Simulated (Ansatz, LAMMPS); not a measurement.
# Glassy 57SiO2-27Al2O3-16BaO (mol %) (149 atoms) under strain, part 2 of 3

How stiff is glassy 57SiO2-27Al2O3-16BaO (mol %) (149 atoms)?

Ansatz 0.2.0; Kohn-Sham DFT, PBE, PAW (set soft_1), plane waves.

The cell: 25 Si, 24 Al, 7 Ba and 93 O. The quench rate of 25 K/ps is orders of magnitude faster than experiment. The starting topology of bonds comes from the classical model. Only the Γ point is sampled. The levels lack spin–orbit coupling.

So far. Step 2 (Single point at the start): The r.m.s. force at the start is 1.2 eV/Å. Step 3 (Cell and atoms relaxed): The relaxation converged after 15 steps, with a largest force component of 0.031 eV/Å.

### 4. Single point at the relaxed geometry

The electronic structure is read at the final geometry, in a run of its own.

Input file input.yaml:

```yaml
crystal:
  lattice:
    - [12.42358, -0.01618, -0.07313]
    - [-0.01618, 13.05222, -0.00024]
    - [-0.07313, -0.00024, 12.3942]
  atoms:
    - { symbol: Si, position: [0.40408, 0.16356, 0.44198] }
    - { symbol: Si, position: [0.80873, 0.13743, 0.73475] }
    - { symbol: Si, position: [0.16159, 0.43321, 0.3263] }
    - { symbol: Si, position: [0.28808, 0.11494, 0.99957] }
    - { symbol: Si, position: [0.87355, 0.40631, 0.56576] }
    - { symbol: Si, position: [0.45599, 0.52617, 0.03052] }
    [... 137 atom lines left out ...]
    - { symbol: O, position: [0.96208, 0.65871, 0.69149] }
    - { symbol: O, position: [0.81389, 0.82073, 0.62835] }
    - { symbol: O, position: [0.16954, 0.06366, 0.9971] }
    - { symbol: O, position: [0.06579, 0.5222, 0.30108] }
    - { symbol: O, position: [0.35648, 0.86816, 0.44834] }
    - { symbol: O, position: [0.55627, 0.98159, 0.89649] }
kpoints:
  mp_grid: { grid: [1, 1, 1] }
hamiltonian:
  xc: pbe
  pseudopotentials: { kind: paw, azcp: { folder: soft_1 } }
scf:
  occupations: { method: gaussian, width: 0.025 }
output:
  forces: true
  stress: true
  populations: true
  dos:
    method: { smearing: { sigma: 0.08 } }
    de: 0.1
    projected: { site_lists: { Al: [Al], Ba: [Ba], O: [O], Si: [Si] } }
  eigenvalues: true
  write_density: true
  write_potential: true
  volumetric_format: npy
```

The run is started by

```console
> ansatz run input.yaml --threads 4 --pin off --max-ram 8192MiB --backend cpu --events-out ev --progress --plain --runs-dir out
```

Numbers of over 12 decimals in the logs are rounded to 6 here.

The log of the run:

```text
[...]
Crystal: 149 atoms, lattice volume = 2009.712 Å³
Basis set: ecut = 420 eV, 39285 PW (Γ), exchange–correlation on 180×180×180 points (8 copies of the dense FFT grid, shifted against one another)
Bands: 549, of which v1, the nominal top of the filled ones, is band 400 counted from 1 (399 counted from 0)
Symmetry: 1 space group operations
[...]
k-points: 1
[...]
SCF iter   1: F=—  HF=-123486.145736 eV  |F-HF|=—  |Δ(HF+E_count)|=         —  Δρ=1.04e-1  dr2=2.65e2  ethr=3.10e-3  ⟨swp⟩=8.0  Hψ=2902  notcnv=0  defer=118
[...]
SCF iter  13: F=-123406.494837 eV  HF=-123406.494837 eV  |F-HF|=1.92e-9  |Δ(HF+E_count)|=   2.26e-8  Δρ=1.33e-6  dr2=3.48e-8  ethr=1.25e-11  ⟨swp⟩=30.0  Hψ=6217  notcnv=0
SCF 1 converged in 13 iterations: F = -123406.494837 eV  dr2 = 3.48e-8
[...]
SCF converged after 13 iterations
Free energy (F): -123406.494837 eV
[...]
Internal energy: -123406.494837 eV  (E = F + TS)
E sigma→0 (E₀):  -123406.494837 eV
Fermi energy:    6.231451 eV
[...]
--- Forces (eV/Å), atoms counted from 1 ---
  atom   1  Si    -0.00796236    -0.00288770     0.00525757
  atom   2  Si     0.00991234     0.00586536    -0.00171767
  atom   3  Si    -0.01162310     0.00922438    -0.00776930
  atom   4  Si     0.00469243    -0.00724173     0.00426652
  atom   5  Si     0.00363019    -0.00588387     0.00892822
  atom   6  Si     0.00234108     0.00241703    -0.00103590
  atom   7  Si    -0.00589603     0.01760845     0.00403529
  atom   8  Si     0.01251565    -0.00773410    -0.00800095
  atom   9  Si     0.00017904     0.00592964    -0.00751230
  atom  10  Si     0.00380327    -0.00784877     0.01140504
  atom  11  Si     0.02274044     0.00305922     0.00277910
  atom  12  Si     0.01019613     0.00415675    -0.00580253
  atom  13  Si    -0.01459670     0.01186529     0.01248988
  atom  14  Si    -0.00483906     0.00825795     0.00582640
[...]
atom 148  O      0.00512047    -0.00340343     0.00609938
  atom 149  O      0.00162303    -0.00133932    -0.00182828
  max |Σ_I F_I| component: 2.51e-5 eV/Å
--- Stress (GPa, compression-positive) ---
       -0.002537       0.002068      -0.007277
        0.002074       0.011892      -0.003689
       -0.007278      -0.003683      -0.014701
  P = ⅓ Tr σ = -0.0018 GPa (-0.018 kbar)
--- Band table (eV) ---
[...]
--- Löwdin populations: 149 sites ---
  site symbol       q [e]
     0     Si      2.3444
     1     Si      2.3256
     2     Si      2.3453
[...]
148      O      6.8846
  spilling = 0.011620 (of n_electrons = 800.000000)
```

Elapsed: 63 s, on 4 threads of Arm Neoverse V2, shared host; peak memory 3.1 GiB.

Numbers from this run:

```yaml
free_energy: -123406.4948 eV
free_energy_per_atom: -828.2315 eV/atom
scf_cycles: 13
pressure: -0.001782 GPa
r_m_s_force_component: 0.00745 eV/Å
longest_force: 0.03908 eV/Å
fermi_energy: 6.231 eV
spacing_of_highest_filled_and_lowest_empty_level: 3.8 eV
spilling_of_the_projection: 0.01162
```

Löwdin charges by element and coordination (they lack the spilled electrons, 0.062 e an atom on average):

```tsv
element	coordination	atoms	mean charge (e)	spread	least	most
Al	all	24	1.32	0.0358	1.22	1.36
Ba	all	7	1.92	0.0229	1.88	1.95
Ba	6	1	1.90	0	1.90	1.90
Ba	7	3	1.91	0.0232	1.88	1.94
Ba	8	2	1.92	0.0052	1.92	1.93
Ba	10	1	1.95	0	1.95	1.95
O	all	93	-0.827	0.0589	-1.01	-0.731
O	2	37	-0.793	0.0393	-0.898	-0.737
O	3	49	-0.845	0.0593	-1.01	-0.731
O	4	7	-0.883	0.0434	-0.965	-0.820
Si	all	25	1.64	0.0375	1.56	1.70
```

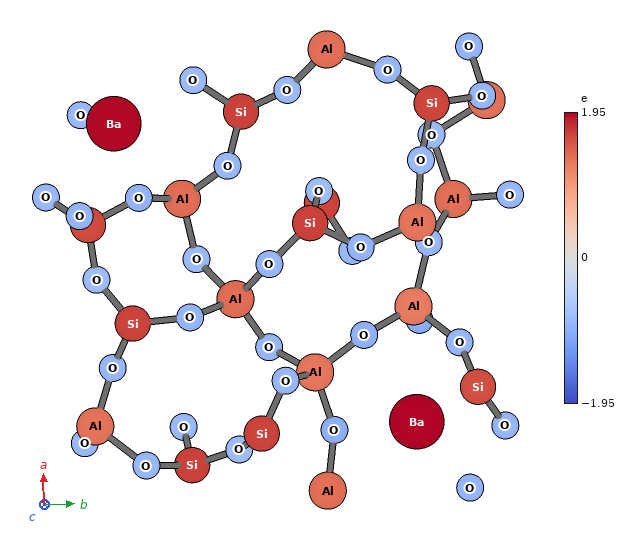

Atoms coloured by Löwdin charge. Drawn is a slice 4 Å thick, seen along the normal of the ab plane.

Density of states as counts of states in windows of 1 eV (from the Fermi level), total and the larger projections:

```tsv
from (eV)	to (eV)	total	O p	Si p	Al p	Ba p
-18	-17	4.4	0.0	0.0	0.6	0.0
-17	-14	0.0	0.0	0.0	0.0	0.0
-14	-13	6.0	0.2	0.0	0.0	5.7
-13	-12	36.0	1.3	0.2	0.2	33.7
-12	-11	2.1	1.3	0.1	0.0	0.0
-11	-10	13.3	8.5	0.6	0.1	0.1
-10	-9	20.9	14.0	1.1	0.4	0.1
-9	-8	31.2	22.8	2.7	0.7	0.1
-8	-7	53.9	41.1	5.7	2.3	0.1
-7	-6	63.0	50.0	5.4	3.7	0.2
-6	-5	82.4	70.0	3.3	4.3	0.3
-5	-4	101.7	92.3	2.2	2.5	0.4
-4	-3	116.9	110.2	1.4	1.5	0.4
-3	-2	68.6	65.5	0.5	0.8	0.2
-2	-1	4.0	3.9	0.0	0.1	0.0
-1	1	0.0	0.0	0.0	0.0	0.0
1	2	1.8	0.0	0.0	0.0	0.0
2	3	0.3	0.0	0.0	0.0	0.0
3	4	26.9	2.1	1.8	3.7	0.0
4	5	47.3	3.6	4.2	7.5	0.1
```

The curve was stored every 0.100 eV, coarse against its broadening of 0.08 eV, so these counts are rough.

Between -26 and -18 eV lie 182 more states.

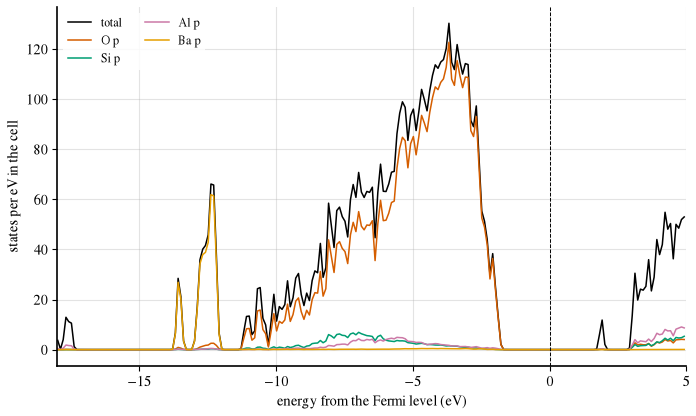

Total and projected density of states, with the broadening of the input.

The levels nearest the highest filled one (over half full), pooled over k-points and spins:

```tsv
level less the highest filled one (eV)	occupation
-0.358	2
-0.243	2
-0.213	2
-0.141	2
-0.125	2
0	2
3.80	0
4.98	0
5.00	0
5.08	0
5.21	0
5.27	0
```

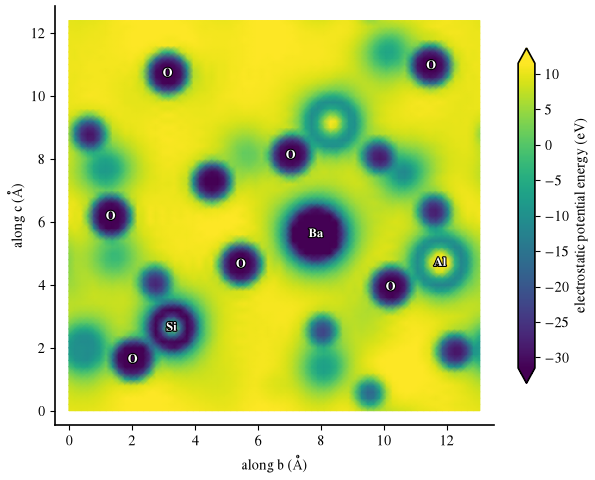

Electrostatic potential energy in the bc plane at fractional x = 0.156, with atoms of Si and Al and Ba and O within 0.2 Å of it. With pseudopotentials it is smooth inside the atoms' cores, unlike the true potential. The map starts off the cell's origin, so that atoms lie inside it.

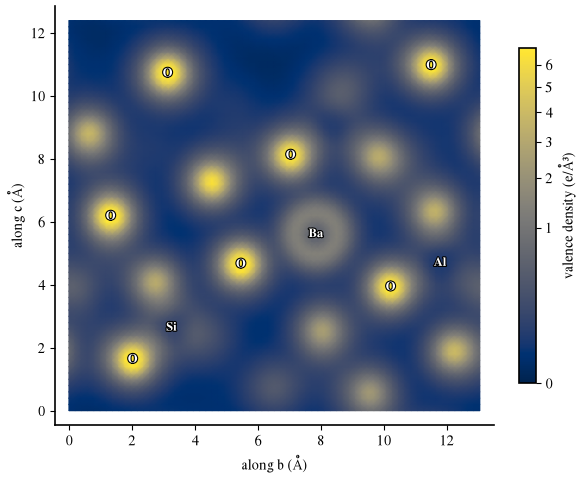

Valence density in the bc plane at fractional x = 0.156, with atoms of Si and Al and Ba and O within 0.2 Å of it. It is the smooth field of the valence electrons, not physical close to the nuclei. The map starts off the cell's origin, so that atoms lie inside it. The colour scale is stretched toward low values.

Between filled and empty levels lie 3.80 eV (at Γ alone); a semilocal functional tends to put such gaps too low. In a disordered cell it changes from sample to sample, and tail or defect levels can set it. Mean Löwdin charges: Al +1.32, Ba +1.92, O -0.83, Si +1.64 e (they miss 1.2 % of the electrons, so they add up to more than the cell's charge).

### 5. Volume -3 %

The relaxed cell is scaled evenly and the atoms are relaxed again; the stress at the end gives one point of P(V).

input.yaml, the sections that differ from step 4:

```yaml
crystal:
  lattice:
    - [12.29808, -0.01602, -0.07239]
    - [-0.01602, 12.92037, -0.00024]
    - [-0.07239, -0.00024, 12.269]
  atoms:
    [... the 149 atom lines of step 4 ...]
output:
  forces: true
  eigenvalues: true
  stress: true
relax:
  f_tol: 0.05
  max_steps: 70
# kpoints, hamiltonian, scf: as in step 4
```

The log of the run:

```text
Warning: output.stress: scf.convergence.dr2_threshold = 1e-7 eV (the SCF's general default) is looser than the 1.08e-8 eV advised for a printed stress (1e-10 eV for each atom of the cell: 149, of which 108 are counted). What an SCF threshold leaves in a stress goes as its square root, and in the free energy as the threshold itself, and one threshold admits the most on a small cell: [...]
[...]
Crystal: 149 atoms, lattice volume = 1949.421 Å³
Basis set: ecut = 420 eV, 38109 PW (Γ), exchange–correlation on 180×180×180 points (8 copies of the dense FFT grid, shifted against one another)
Bands: 549, of which v1, the nominal top of the filled ones, is band 400 counted from 1 (399 counted from 0)
Symmetry: 1 space group operations
[...]
k-points: 1
[...]
SCF iter   1: F=—  HF=-123488.636232 eV  |F-HF|=—  |Δ(HF+E_count)|=         —  Δρ=1.08e-1  dr2=2.73e2  ethr=3.10e-3  ⟨swp⟩=8.0  Hψ=2902  notcnv=0  defer=119
[...]
SCF iter   9: F=—  HF=-123405.579220 eV  |F-HF|=—  |Δ(HF+E_count)|=   2.74e-4  Δρ=4.25e-5  dr2=4.02e-5  ethr=4.26e-8  ⟨swp⟩=2.0  Hψ=719  notcnv=0  defer=145
SCF iter  10: F=-123405.579228 eV  HF=-123405.579242 eV  |F-HF|=1.32e-5  |Δ(HF+E_count)|=   2.17e-5  Δρ=3.70e-5  dr2=2.05e-5  ethr=5.02e-9  ⟨swp⟩=21.0  Hψ=4582  notcnv=0
SCF 1 converged in 10 iterations: F = -123405.579228 eV  dr2 = 2.05e-5
[...]
relax step   1: F+E_penalty+E_count = -123405.57922842 eV  Δ(F+E_penalty+E_count) = +0.000e0 eV  max|allowed force component| = 5.180e-1 eV/Å  Δτ_max = 0.0000 Å  (10 SCF iters, dr2 threshold 6.25e-5 eV, accepted)
[...]
relax step   2: F+E_penalty+E_count = -123405.82038210 eV  Δ(F+E_penalty+E_count) = -2.412e-1 eV  max|allowed force component| = 3.463e-1 eV/Å  Δτ_max = 0.1032 Å  (6 SCF iters, dr2 threshold 1.68e-5 eV, accepted)
[...]
relax step   3: F+E_penalty+E_count = -123406.00248649 eV  Δ(F+E_penalty+E_count) = -1.821e-1 eV  max|allowed force component| = 1.384e-1 eV/Å  Δτ_max = 0.0522 Å  (7 SCF iters, dr2 threshold 7.50e-6 eV, accepted)
relax step   4: F+E_penalty+E_count = -123405.94813162 eV  Δ(F+E_penalty+E_count) = +5.435e-2 eV  max|allowed force component| = 1.056e0 eV/Å  Δτ_max = 0.2000 Å  (8 SCF iters, dr2 threshold 3.06e-6 eV, rejected (line search))
relax step   5: F+E_penalty+E_count = -123406.07758462 eV  Δ(F+E_penalty+E_count) = -7.510e-2 eV  max|allowed force component| = 1.408e-1 eV/Å  Δτ_max = 0.1000 Å  (9 SCF iters, accepted)
relax step   6: F+E_penalty+E_count = -123406.09350326 eV  Δ(F+E_penalty+E_count) = -1.592e-2 eV  max|allowed force component| = 1.233e-1 eV/Å  Δτ_max = 0.0971 Å  (7 SCF iters, dr2 threshold 3.17e-6 eV, accepted)
relax step   7: F+E_penalty+E_count = -123406.10399392 eV  Δ(F+E_penalty+E_count) = -1.049e-2 eV  max|allowed force component| = 4.666e-2 eV/Å  Δτ_max = 0.0344 Å  (5 SCF iters, dr2 threshold 1.17e-5 eV, accepted)
[...]
relax step   8: F+E_penalty+E_count = -123406.10399671 eV  Δ(F+E_penalty+E_count) = -2.790e-6 eV  max|allowed force component| = 4.676e-2 eV/Å  Δτ_max = 0.0000 Å  (4 SCF iters, accepted)
SCF converged after 4 iterations
Free energy (F): -123406.103997 eV
[...]
Internal energy: -123406.103997 eV  (E = F + TS)
E sigma→0 (E₀):  -123406.103997 eV
Fermi energy:    6.583052 eV
[...]
Σ components = -123406.103997   (vs F -123406.103997, Δ=0.00e0)
--- Forces (eV/Å), atoms counted from 1 ---
  atom   1  Si    -0.00457654     0.01098554    -0.00021055
  atom   2  Si     0.00788410     0.01939227    -0.00735542
  atom   3  Si     0.04215538    -0.00657610     0.01607758
  atom   4  Si     0.00803388     0.03222149    -0.01428838
[...]
atom 149  O      0.01317349     0.01307311     0.01373037
  max |Σ_I F_I| component: 9.02e-5 eV/Å
--- Stress (GPa, compression-positive) ---
        2.160705       0.093675       0.033454
        0.093679       2.188252      -0.012065
        0.033454      -0.012060       2.060389
  P = ⅓ Tr σ = 2.1364 GPa (21.364 kbar)
--- Band table (eV) ---
[...]
--- Relaxed structure (8 steps of the walk, 7 accepted, 0 SCFs on fresh bases) ---
  F+E_penalty+E_count = -123406.10399671 eV   max|allowed force component| = 4.676e-2 eV/Å
  atoms:
    - { symbol: Si, position: [0.404042, 0.159953, 0.445313] }
    - { symbol: Si, position: [0.809072, 0.139599, 0.736169] }
    - { symbol: Si, position: [0.162521, 0.434663, 0.322453] }
    - { symbol: Si, position: [0.288894, 0.116093, 0.999171] }
[...]
- { symbol: O, position: [0.555602, 0.979759, 0.897619] }
```

Elapsed: 4.5 min, on 4 threads; peak memory 3.1 GiB.

The program notes that the SCF threshold is loose for the stress.

The relaxation converged after 8 steps, 0.525 eV below its start, with a largest force component of 0.047 eV/Å.

Volume -3 %: the energy stands 0.391 eV above that of the reference, at a pressure of 2.14 GPa.

### 6. Volume +3 %

The relaxed cell is scaled to another volume.

input.yaml, the sections that differ from step 5:

```yaml
crystal:
  lattice:
    - [12.54659, -0.01634, -0.07385]
    - [-0.01634, 13.18146, -0.00024]
    - [-0.07385, -0.00024, 12.51692]
  atoms:
    [... the 149 atom lines of step 4 ...]
# kpoints, hamiltonian, scf, output, relax: as in step 5
```

The log of the run:

```text
[...]
Crystal: 149 atoms, lattice volume = 2070.003 Å³
Basis set: ecut = 420 eV, 40435 PW (Γ), exchange–correlation on 180×180×180 points (8 copies of the dense FFT grid, shifted against one another)
Bands: 549, of which v1, the nominal top of the filled ones, is band 400 counted from 1 (399 counted from 0)
Symmetry: 1 space group operations
[...]
k-points: 1
[...]
SCF iter   1: F=—  HF=-123482.313851 eV  |F-HF|=—  |Δ(HF+E_count)|=         —  Δρ=9.98e-2  dr2=2.58e2  ethr=3.10e-3  ⟨swp⟩=8.0  Hψ=2902  notcnv=0  defer=118
[...]
SCF iter   9: F=—  HF=-123405.663847 eV  |F-HF|=—  |Δ(HF+E_count)|=   3.19e-4  Δρ=4.71e-5  dr2=5.17e-5  ethr=5.07e-8  ⟨swp⟩=2.0  Hψ=716  notcnv=0  defer=145
SCF iter  10: F=-123405.663853 eV  HF=-123405.663871 eV  |F-HF|=1.75e-5  |Δ(HF+E_count)|=   2.40e-5  Δρ=4.06e-5  dr2=2.70e-5  ethr=6.46e-9  ⟨swp⟩=22.0  Hψ=4394  notcnv=0
SCF 1 converged in 10 iterations: F = -123405.663853 eV  dr2 = 2.70e-5
[...]
relax step   1: F+E_penalty+E_count = -123405.66385326 eV  Δ(F+E_penalty+E_count) = +0.000e0 eV  max|allowed force component| = 4.728e-1 eV/Å  Δτ_max = 0.0000 Å  (10 SCF iters, dr2 threshold 6.25e-5 eV, accepted)
[...]
relax step   2: F+E_penalty+E_count = -123405.87730695 eV  Δ(F+E_penalty+E_count) = -2.135e-1 eV  max|allowed force component| = 3.402e-1 eV/Å  Δτ_max = 0.1082 Å  (6 SCF iters, dr2 threshold 1.40e-5 eV, accepted)
[...]
relax step   3: F+E_penalty+E_count = -123406.03839076 eV  Δ(F+E_penalty+E_count) = -1.611e-1 eV  max|allowed force component| = 1.716e-1 eV/Å  Δτ_max = 0.0582 Å  (7 SCF iters, dr2 threshold 7.23e-6 eV, accepted)
relax step   4: F+E_penalty+E_count = -123406.07387597 eV  Δ(F+E_penalty+E_count) = -3.549e-2 eV  max|allowed force component| = 1.340e-1 eV/Å  Δτ_max = 0.0548 Å  (6 SCF iters, dr2 threshold 7.49e-6 eV, accepted)
relax step   5: F+E_penalty+E_count = -123406.08362692 eV  Δ(F+E_penalty+E_count) = -9.751e-3 eV  max|allowed force component| = 1.913e-1 eV/Å  Δτ_max = 0.2000 Å  (8 SCF iters, dr2 threshold 4.57e-6 eV, accepted)
relax step   6: F+E_penalty+E_count = -123406.11692855 eV  Δ(F+E_penalty+E_count) = -3.330e-2 eV  max|allowed force component| = 7.577e-2 eV/Å  Δτ_max = 0.1191 Å  (6 SCF iters, dr2 threshold 2.23e-5 eV, accepted)
relax step   7: F+E_penalty+E_count = -123406.07949249 eV  Δ(F+E_penalty+E_count) = +3.744e-2 eV  max|allowed force component| = 1.781e-1 eV/Å  Δτ_max = 0.2000 Å  (9 SCF iters, rejected (line search))
relax step   8: F+E_penalty+E_count = -123406.12424071 eV  Δ(F+E_penalty+E_count) = -7.312e-3 eV  max|allowed force component| = 4.251e-2 eV/Å  Δτ_max = 0.0472 Å  (9 SCF iters, accepted)
relax step   9: F+E_penalty+E_count = -123406.12418343 eV  Δ(F+E_penalty+E_count) = +5.728e-5 eV  max|allowed force component| = 4.115e-2 eV/Å  Δτ_max = 0.0976 Å  (9 SCF iters, accepted)
[...]
relax step  10: F+E_penalty+E_count = -123406.12738563 eV  Δ(F+E_penalty+E_count) = -3.202e-3 eV  max|allowed force component| = 3.913e-2 eV/Å  Δτ_max = 0.0583 Å  (8 SCF iters, accepted)
SCF converged after 8 iterations
Free energy (F): -123406.127386 eV
[...]
Internal energy: -123406.127386 eV  (E = F + TS)
E sigma→0 (E₀):  -123406.127386 eV
Fermi energy:    5.898623 eV
[...]
Σ components = -123406.127386   (vs F -123406.127386, Δ=0.00e0)
--- Forces (eV/Å), atoms counted from 1 ---
  atom   1  Si     0.00113649    -0.00218531     0.00933159
  atom   2  Si     0.00080614     0.00742522    -0.00771746
  atom   3  Si    -0.01298521    -0.00244544     0.00133617
  atom   4  Si    -0.00524432     0.00204559     0.00331594
[...]
atom 149  O     -0.00058117    -0.00149186    -0.00165783
  max |Σ_I F_I| component: 1.07e-4 eV/Å
--- Stress (GPa, compression-positive) ---
       -1.948661      -0.114510      -0.032099
       -0.114502      -1.976093      -0.021474
       -0.032102      -0.021469      -1.821597
  P = ⅓ Tr σ = -1.9155 GPa (-19.155 kbar)
--- Band table (eV) ---
[...]
--- Relaxed structure (10 steps of the walk, 9 accepted, 0 SCFs on fresh bases) ---
  F+E_penalty+E_count = -123406.12738563 eV   max|allowed force component| = 3.913e-2 eV/Å
  atoms:
    - { symbol: Si, position: [0.404323, 0.166258, 0.439217] }
    - { symbol: Si, position: [0.808895, 0.136004, 0.733627] }
    - { symbol: Si, position: [0.160866, 0.432189, 0.329394] }
    - { symbol: Si, position: [0.287030, 0.113505, 1.000746] }
[...]
- { symbol: O, position: [0.556923, 0.983784, 0.896099] }
```

Wall time 6.4 min (4 threads); peak memory 3.2 GiB; 25 min of CPU time.

The relaxation converged after 10 steps, 0.464 eV below its start, with a largest force component of 0.039 eV/Å.

Volume +3 %: the energy stands 0.367 eV above that of the reference, at a pressure of -1.92 GPa.

### 7. Volume -6 %

The relaxed cell is scaled to another volume.

Input and log are left out; they have the form of those shown for this kind of step.

Run time: 9.7 min. Hardware: 4 threads of Arm Neoverse V2, shared host; peak memory 3 GiB; 38 min of CPU time.

The relaxation was stopped at its limit after 16 steps, 2.66 eV below its start, with a largest force component of 0.14 eV/Å.

Volume -6 %: the energy stands 1.21 eV above that of the reference.

(Continued in part 3 of 3.)

[Logs are printed without paths, hosts, clocks, repeated set-up lines and the standing remarks that a program may print on its own settings, such as how far it seeks lower states.]

[Hosts, paths, dates, database ids (printed as entryN), source tags and the programs' standing remarks are cut or masked in the printed files.]
